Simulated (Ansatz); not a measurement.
Si: geometry relaxation (part 2 of 2)

The same run, continued: Si (Cccm, 6 atoms in the cell); DFT PBE, scalar-relativistic, plane waves, PAW, no spin polarisation (Ansatz 0.2.0); cutoff 420 eV, 10×10×6 k-mesh, Gaussian smearing of 0.1 eV. The structure was made by a generator, so it may or may not be a known phase.

Geometry of the input (Å; fractional positions):
```
2.1995  -4.1361  0.0000
2.1995  4.1361  0.0000
0.0000  0.0000  7.0856
Si 0.5000  0.5000  0.7500
Si 0.5000  0.5000  0.2500
Si 0.3175  0.1050  0.5000
Si 0.6825  0.8950  0.5000
Si 0.1050  0.3175  0.0000
Si 0.8950  0.6825  0.0000
```

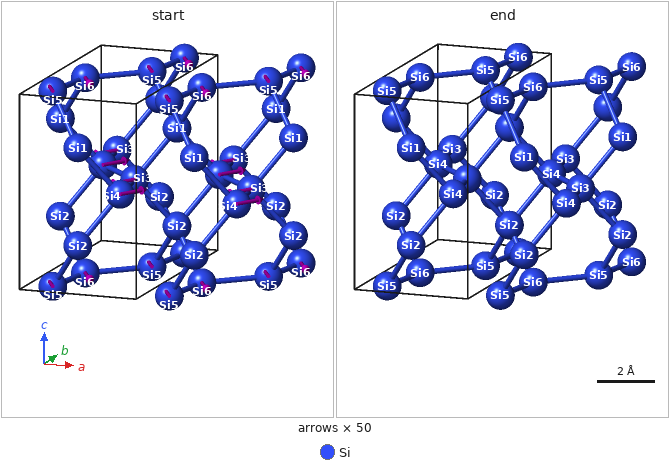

*Before (left) and after (right) the relaxation, at one scale (ball-and-stick view of the cell 2 times as large as that of the calculation, set on its symmetry axes, repeated 2 × 1 × 1, seen slightly off an axis). The pink arrows give the displacements (without the part carried along by the change of the cell), magnified 50 times.*

The energy falls by 3.2 meV per atom in 4 geometry steps. Largest force component: 0.07 eV/Å at the start, 0.0062 eV/Å at the end. The pressure goes from 0.18 to 0.00 GPa. The largest moves relative to the cell, 0.025 Å, are those of Si3, Si4, Si5 and Si6. The volume changes by −0.9 %, with a 4.399 → 4.273 Å (−2.9 %), b 8.272 → 8.439 Å (+2.0 %), c 7.086 → 7.085 Å (0.0 %). Among the contacts that change: Si3–Si4 2.403 → 2.409 Å. Among the angles that change: Si4–Si3–Si4 141.6° → 144.4°, Si1–Si3–Si4 97.8° → 95.1°, Si3–Si2–Si6 136.1° → 134.0°. The space group stays Cccm (No. 66). A last SCF at the same geometry on a re-selected plane-wave basis shifts the energy by next to nothing (0.0 meV per atom). (Atoms are counted from 1 in the order of the input.)

```
basis re-selected at this cell: Δ(F+E_penalty+E_count) = -3.493e-5 eV, ΔP = -0.000 GPa vs the last step (what re-selecting the basis moved, of the pressure what is left beyond the Pulay correction that the steps carried, after the strain that the cell walked since its last selection, with what the two solves' SCF thresholds leave and, on support functions, any second-order correction that the steps lacked; it is no measure of the basis error at this ecutwfc). This SCF's stress stands 2.80e-2 GPa from its target on what of the cell is left free (relax.cell.stress_tol is 5.00e-2 GPa) and its largest allowed force component is 6.21e-3 eV/Å (relax.f_tol is 1.00e-2 eV/Å): within both
SCF converged after 5 iterations
Free energy (F): -3812.408401 eV
Harris-Foulkes:  -3812.408401 eV  (|F-HF|=9.09e-12)
Internal energy: -3812.396391 eV  (E = F + TS)
E sigma→0 (E₀):  -3812.402396 eV
Entropy (-TS):   -0.012010 eV (-2.002 meV/atom)
Fermi energy:    5.677500 eV
--- Per-component energies (eV) ---
  E_band       = 15.771595
  E_kinetic    = 237.628770
  E_local      = -201.467325  (includes V_loc(G=0)·N_el)
  E_nonlocal   = 155.461103
  E_hartree    = 57.799640
  E_xc         = -329.279347
  E_vxc        = -277.848749  (∫ρ·V_xc dr)
  E_paw        = -3075.357375  (= ΣΔE_a)
  E_vpaw       = -13.601497  (= ΣTr[D̂ρ^β])
  E_aug_tail   = 0.000039  (compensation charges beyond the density's cutoff)
  E_ewald      = -657.181897
  E_smearing   = -0.012010  (= −TS)
  E_closure    = -0.000000  (closes the sum)
  Σ components = -3812.408401   (vs F -3812.408401, Δ=0.00e0)
--- Forces (eV/Å), atoms counted from 1 ---
  atom   1  Si     0.00000000     0.00000000     0.00000000
  atom   2  Si     0.00000000    -0.00000000    -0.00000000
  atom   3  Si    -0.00163204     0.00621351    -0.00000000
  atom   4  Si     0.00163204    -0.00621351     0.00000000
  atom   5  Si    -0.00163204    -0.00621351     0.00000000
  atom   6  Si     0.00163204     0.00621351    -0.00000000
  max |Σ_I F_I| component: 6.94e-18 eV/Å
--- Stress (GPa, compression-positive) ---
       -0.017263       0.000000      -0.000000
        0.000000       0.028016       0.000000
       -0.000000       0.000000      -0.014442
  P = ⅓ Tr σ = -0.0012 GPa (-0.012 kbar)
--- Band table (eV; the first three rows and the last of 124) ---
  k-point 0: bands = ["-6.3570", "-4.3816", "-2.7251", "1.1743", "1.2738", "1.3278", "2.4575", "2.8394", "3.4494", "3.9929", "4.4752", "4.6931", "5.8136", "6.2583", "6.6723", "6.9825", "7.2973", "7.4118"]
  k-point 1: bands = ["-6.2839", "-4.6977", "-2.2827", "1.0762", "1.2917", "1.3397", "2.4166", "2.7439", "3.1594", "3.8838", "4.3362", "4.4998", "5.8745", "6.4352", "6.9807", "7.3837", "7.6124", "7.6427"]
  k-point 2: bands = ["-6.0661", "-5.2335", "-1.3793", "0.5918", "1.3323", "1.3614", "2.3180", "2.3369", "3.1637", "3.6346", "4.1204", "4.2012", "6.0301", "6.4551", "7.7072", "7.9067", "8.0923", "8.8508"]
  k-point 123: bands = ["-4.8047", "-4.8047", "-2.4233", "-2.4233", "0.5065", "0.5065", "2.6528", "2.6528", "2.6582", "2.6582", "4.8167", "4.8167", "8.3627", "8.3627", "9.4955", "9.4955", "9.6898", "9.6898"]
--- Relaxed structure (5 steps of the walk, 5 accepted, 1 SCFs on fresh bases) ---
  F+E_penalty+E_count = -3812.40840145 eV   max|allowed force component| = 6.214e-3 eV/Å   (the final SCF, on the basis selected at the relaxed cell)
  cell:  # Å, volume = 127.7586 Å³
    - [2.13663564783468, -4.219557778309124, 0.0]
    - [2.13663564783468, 4.219557778309124, 0.0]
    - [0.0, 0.0, 7.085372004560525]
  atoms:
    - { symbol: Si, position: [0.5, 0.5, 0.7500000000000001] }
    - { symbol: Si, position: [0.5, 0.5, 0.25000000000000006] }
    - { symbol: Si, position: [0.317214328823348, 0.09956024433683484, 0.5000000000000001] }
    - { symbol: Si, position: [0.6827856711766522, 0.9004397556631654, 0.5000000000000001] }
    - { symbol: Si, position: [0.09956024433683484, 0.317214328823348, 0.0] }
    - { symbol: Si, position: [0.9004397556631654, 0.6827856711766522, 0.0] }
```

**Trajectory as extended XYZ (Å, eV, eV/Å), 6 frames, from step=1 to step=6**
```
6
Lattice="2.1995 -4.1361 0.0000 2.1995 4.1361 0.0000 0.0000 0.0000 7.0856" Properties=species:S:1:pos:R:3:forces:R:3 step=1 energy=-3812.38892 pressure_GPa=0.18
Si    2.1995    0.0000    5.3142    0.0000   0.0000   0.0000
Si    2.1995    0.0000    1.7714    0.0000   0.0000   0.0000
Si    0.9293   -0.8790    3.5428   -0.0291  -0.0697   0.0000
Si    3.4697    0.8790    3.5428    0.0291   0.0697   0.0000
Si    0.9293    0.8790    0.0000   -0.0291   0.0697   0.0000
Si    3.4697   -0.8790    0.0000    0.0291  -0.0697   0.0000
6
Lattice="2.1609 -4.1842 0.0000 2.1609 4.1842 0.0000 0.0000 0.0000 7.0948" Properties=species:S:1:pos:R:3:forces:R:3 step=2 energy=-3812.40506 pressure_GPa=0.00
Si    2.1609    0.0000    5.3211    0.0000   0.0000   0.0000
Si    2.1609    0.0000    1.7737    0.0000   0.0000   0.0000
Si    0.9060   -0.9028    3.5474   -0.0056  -0.0053   0.0000
Si    3.4157    0.9028    3.5474    0.0056   0.0053   0.0000
Si    0.9060    0.9028    0.0000   -0.0056   0.0053   0.0000
Si    3.4157   -0.9028    0.0000    0.0056  -0.0053   0.0000
6
Lattice="2.1345 -4.2253 0.0000 2.1345 4.2253 0.0000 0.0000 0.0000 7.0759" Properties=species:S:1:pos:R:3:forces:R:3 step=3 energy=-3812.40813 pressure_GPa=-0.00
Si    2.1345    0.0000    5.3069    0.0000   0.0000   0.0000
Si    2.1345    0.0000    1.7690    0.0000   0.0000   0.0000
Si    0.8870   -0.9224    3.5379    0.0116   0.0285   0.0000
Si    3.3819    0.9224    3.5379   -0.0116  -0.0285   0.0000
Si    0.8870    0.9224    0.0000    0.0116  -0.0285   0.0000
Si    3.3819   -0.9224    0.0000   -0.0116   0.0285   0.0000
6
Lattice="2.1337 -4.2203 0.0000 2.1337 4.2203 0.0000 0.0000 0.0000 7.0945" Properties=species:S:1:pos:R:3:forces:R:3 step=4 energy=-3812.40820 pressure_GPa=-0.02
Si    2.1337    0.0000    5.3209    0.0000   0.0000   0.0000
Si    2.1337    0.0000    1.7736    0.0000   0.0000   0.0000
Si    0.8908   -0.9184    3.5472   -0.0125   0.0017   0.0000
Si    3.3767    0.9184    3.5472    0.0125  -0.0017   0.0000
Si    0.8908    0.9184    0.0000   -0.0125  -0.0017   0.0000
Si    3.3767   -0.9184    0.0000    0.0125   0.0017   0.0000
6
Lattice="2.1366 -4.2196 0.0000 2.1366 4.2196 0.0000 0.0000 0.0000 7.0854" Properties=species:S:1:pos:R:3:forces:R:3 step=5 energy=-3812.40837 pressure_GPa=-0.00
Si    2.1366    0.0000    5.3140    0.0000   0.0000   0.0000
Si    2.1366    0.0000    1.7713    0.0000   0.0000   0.0000
Si    0.8905   -0.9184    3.5427   -0.0016   0.0062   0.0000
Si    3.3828    0.9184    3.5427    0.0016  -0.0062   0.0000
Si    0.8905    0.9184    0.0000   -0.0016  -0.0062   0.0000
Si    3.3828   -0.9184    0.0000    0.0016   0.0062   0.0000
6
Lattice="2.1366 -4.2196 0.0000 2.1366 4.2196 0.0000 0.0000 0.0000 7.0854" Properties=species:S:1:pos:R:3:forces:R:3 step=6 energy=-3812.40840 pressure_GPa=-0.00
Si    2.1366    0.0000    5.3140    0.0000   0.0000   0.0000
Si    2.1366    0.0000    1.7713    0.0000   0.0000   0.0000
Si    0.8905   -0.9184    3.5427   -0.0016   0.0062   0.0000
Si    3.3828    0.9184    3.5427    0.0016  -0.0062   0.0000
Si    0.8905    0.9184    0.0000   -0.0016  -0.0062   0.0000
Si    3.3828   -0.9184    0.0000    0.0016   0.0062   0.0000
```

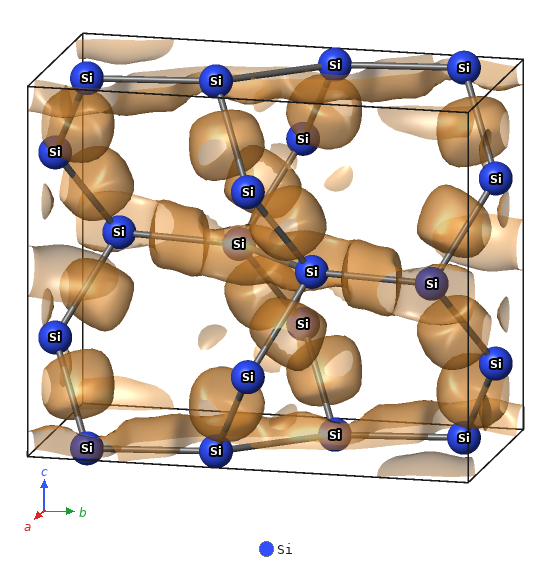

*Isosurface of the electron localisation function at 0.75 (orange), seen slightly off an axis. Core shells and regions of very low density are left out. Sticks mark near contacts. The outline is the cell set on symmetry axes.*

Values along the shortest contacts: Si–Si (2.35 Å): the ELF peaks at about 0.95 between the atoms, which marks a shared electron pair. The fields are those of the smooth PAW valence density.

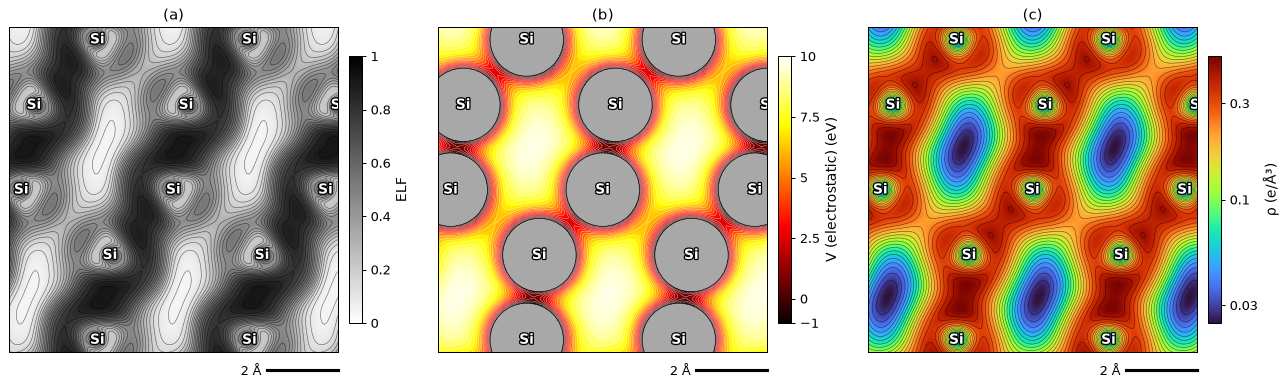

*(a) ELF; (b) electrostatic potential energy of an electron; (c) valence electron density on the (001) plane of the conventional cell. Grey discs, where drawn, cover atomic cores.*

The plane passes through Si nuclei. Si–Si (2.56 Å): the density is about 0.39 e/Å³ at the midpoint, a local maximum along the line; the ELF peaks at about 0.85 between the atoms, which marks a shared electron pair. Away from the nuclei the density in this plane falls to 0.02 e/Å³ at its lowest. Outside the cores the potential energy rises away from the atoms and is highest about 2.3 Å from the nearest atoms; outside the discs it spans about 11 eV, and its zero is arbitrary.

**Key numbers**

```json
{"quantity": "outcome", "value": "converged"}
{"quantity": "space group (tolerance 0.01 Å)", "value": "Cccm (66)"}
{"quantity": "electrons treated", "value": "24"}
{"quantity": "free energy", "value": "−3812.4084 eV"}
{"quantity": "Fermi energy", "value": "5.677 eV"}
{"quantity": "gap on the k-point mesh", "value": "none (metallic)"}
{"quantity": "pressure", "value": "0.00 GPa"}
{"quantity": "final volume", "value": "127.76 Å³"}
{"quantity": "largest force (length of the vector) at the end", "value": "0.006 eV/Å"}
{"quantity": "final cell", "value": "a = 4.730 Å, b = 4.730 Å, c = 7.085 Å, α = 90.00°, β = 90.00°, γ = 126.29°"}
{"quantity": "wall time", "value": "1.9 min"}
{"quantity": "peak memory", "value": "0.52 GiB"}
```
